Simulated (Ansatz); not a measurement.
The coordinates of a crystal:

```
CELL_PARAMETERS angstrom
2.02239 -2.02217 0.00000
2.02239 2.02217 0.00000
0.00000 0.00000 2.87002
ATOMIC_POSITIONS crystal
Al 0.00000 0.00000 0.00000
Ni 0.50000 0.56993 0.56969
```

Interpret the file: composition, symmetry and coordination.

The formula is AlNi. Strictly the space group is Pm (No. 6, within 0.01 Å). It is a distorted form of a primitive cubic structure, space group Pm-3m (No. 221) within 0.60 Å: caesium chloride (CsCl, B2) type. Cell content 1 Al, 1 Ni; Z = 1.

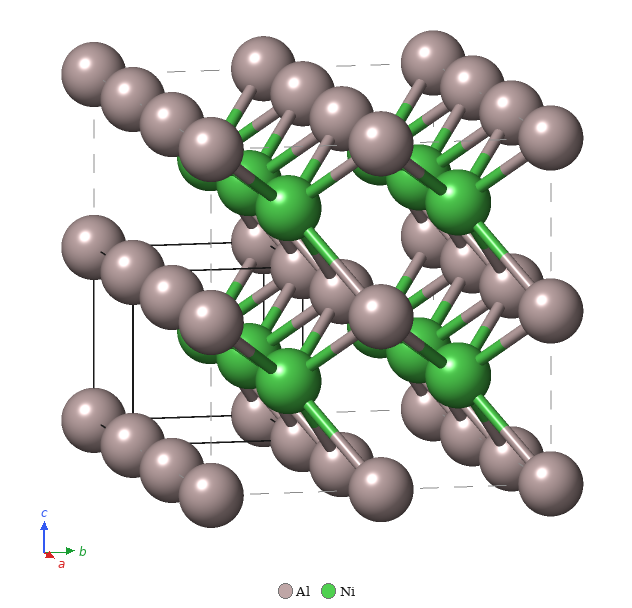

An orthographic ball-and-stick view of the structure, slightly off an axis. The solid box is one unit cell, and 3×2×2 cells are shown. Colours: aluminium light grey, nickel green.

Origin of the cell: a structure listed in the Materials Project. The cell was then strained or its atoms displaced on purpose. It went into a calculation with Ansatz.

At this level of theory the run's own cell isn't at rest (compressed, at 6 GPa and forces up to 2.1 eV/Å), so its distances can differ from those at equilibrium, the more so the softer the solid.
